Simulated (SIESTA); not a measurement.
# Energy of TiO2 along an even scaling of the cell

System: TiO2 (I4₁/amd, 6 atoms in the cell).
Method: Kohn-Sham DFT of a periodic cell, PBE, PseudoDojo 0.4 standard, converted to PSML, no spin polarisation (SIESTA 5.4.2).

The 7 runs differ only in the geometry, by an even scaling of the cell at fixed fractional positions. The structure derives from an entry of the Crystallography Open Database.

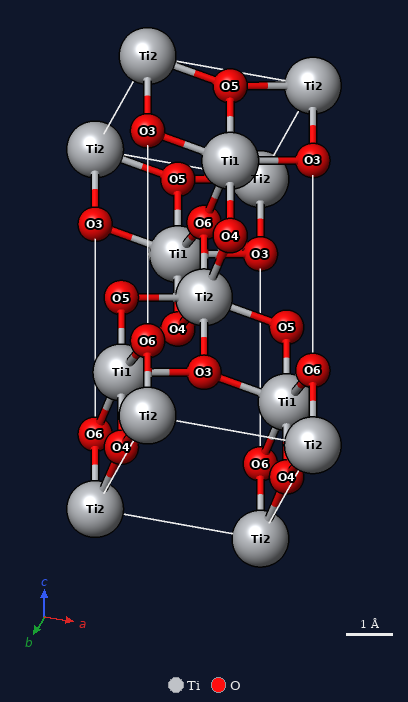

Figure 1. The structure of run 4 (ball-and-stick view of the cell 2 times as large as that of the calculation, set on its symmetry axes, seen at an oblique angle; atoms are numbered from 1 in the order of the input).

## Input of run 4
```
SystemName                      Anatase
SystemLabel                     TiO2
NumberOfSpecies                 2
NumberOfAtoms                   6
%block ChemicalSpeciesLabel
  1  22 Ti
  2   8 O
%endblock ChemicalSpeciesLabel

LatticeConstant                 1.0 Ang
%block LatticeVectors
    -1.8921000000     1.8921000000     4.7573000000
     1.8921000000    -1.8921000000     4.7573000000
     1.8921000000     1.8921000000    -4.7573000000
%endblock LatticeVectors
AtomicCoordinatesFormat         Fractional
%block AtomicCoordinatesAndAtomicSpecies
     0.7500000000     0.2500000000     0.5000000000  1  Ti
     0.0000000000     0.0000000000     0.0000000000  1  Ti
     0.7919000000     0.7919000000     0.0000000000  2  O
     0.5419000000     0.0419000000     0.5000000000  2  O
     0.9581000000     0.4581000000     0.5000000000  2  O
     0.2081000000     0.2081000000     0.0000000000  2  O
%endblock AtomicCoordinatesAndAtomicSpecies

%block kgrid.MonkhorstPack
    7   0   0  0.0
    0   7   0  0.0
    0   0   7  0.0
%endblock kgrid.MonkhorstPack
XC.Functional                   GGA
XC.Authors                      PBE
PAO.BasisSize                   TZDP
PAO.EnergyShift                 0.002 Ry
Mesh.Cutoff                     800 Ry
OccupationFunction              FD
ElectronicTemperature           0.05 eV
MaxSCFIterations                120
SCF.MustConverge                false
SCF.Mixer.Method                Pulay
SCF.Mixer.Weight                0.25
SCF.Mixer.History               8
SCF.DM.Tolerance                5.0e-05
SCF.H.Tolerance                 1.0e-03 eV
WriteForces                     true
Charge.Mulliken                 end
%block PAO.PolarizationScheme
  Ti non-perturbative
  O non-perturbative
%endblock PAO.PolarizationScheme
```

Command:
```bash
siesta TiO2.fdf > TiO2.out 2>&1
```

Run 2 differs from it as follows:
```diff
-    -1.8921000000     1.8921000000     4.7573000000
-     1.8921000000    -1.8921000000     4.7573000000
-     1.8921000000     1.8921000000    -4.7573000000
+    -1.8665279463     1.8665279463     4.6930042805
+     1.8665279463    -1.8665279463     4.6930042805
+     1.8665279463     1.8665279463    -4.6930042805
```

## Results, with one run withheld

```tsv
run	volume per atom (Å³)	free energy per atom, from the lowest run given (meV)	pressure (GPa)	gap on the mesh (eV)
1	10.673	70.95	23.76	2.18
2	10.900	?	?	?
3	11.127	20.81	12.01	2.10
4	11.354	7.41	7.00	2.06
5	11.581	0.61	2.51	2.01
6	11.808	0.00	−1.59	1.97
7	12.035	4.87	−5.22	1.93
```

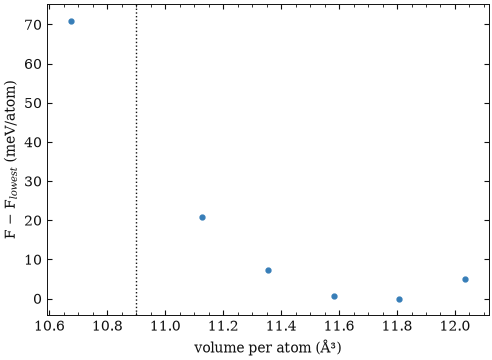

Figure 2. Free energy per atom of the runs given; the dotted line marks run 2.

Fit the runs given and predict run 2.

A cubic polynomial in V^(−2/3) (the Birch–Murnaghan form), fitted to the 6 runs given, misses them by at most 0.04 meV per atom. With x = V^(−2/3) − 0.19725 Å⁻², it reads F = 4.9254 + 3136 x + 4.5914e+05 x² + 2.24e+05 x³ (meV per atom). At run 2 it gives 41.76 meV per atom, and the run itself gives 41.73. The slope of the fit gives a pressure −dF/dV of 17.59 GPa there, and the run prints 17.59 GPa. The fit has its minimum at 11.719 Å³ per atom, where V d²F/dV² gives 209 GPa. Cell shape and fractional positions are held, so this is the stiffness under even scaling; the relaxed bulk modulus wasn't computed. The gap on the mesh goes, without turning, from 2.18 eV in run 1 to 1.93 eV in run 7; run 2 has 2.14 eV. These are gaps of this functional on this mesh, which can miss the band edges; they aren't the measured gap.

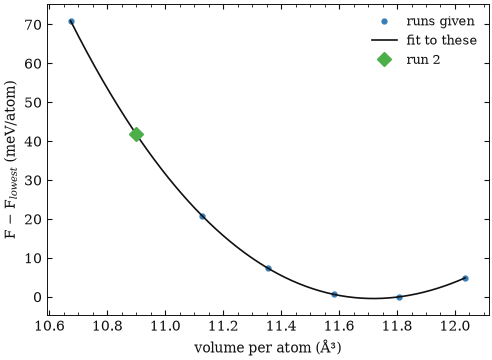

Figure 3. The fit and the withheld run.

## Some lines of the output (run 2)
```
[...]
outcell: Cell volume (Ang**3)        :     65.4003
stepf: Fermi-Dirac step function
siesta: Etot    =     -5016.904179
siesta: FreeEng =     -5016.904179
        iscf     Eharris(eV)        E_KS(eV)     FreeEng(eV)     dDmax    Ef(eV) dHmax(eV)
siesta: E_KS(eV) =            -5038.6091
siesta: E_KS - E_eggbox =     -5038.6091
siesta: Etot    =     -5038.609122
siesta: FreeEng =     -5038.609122
siesta:         Fermi =      -7.744000
siesta: Cell volume =         65.400329 Ang**3
    Orbital volume contribution        =           6.508848 eV
```

Notes: Points of doubt noted for this run: mulliken charges of long orbitals. With a small basis of atomic orbitals these values can differ much from converged plane-wave results.
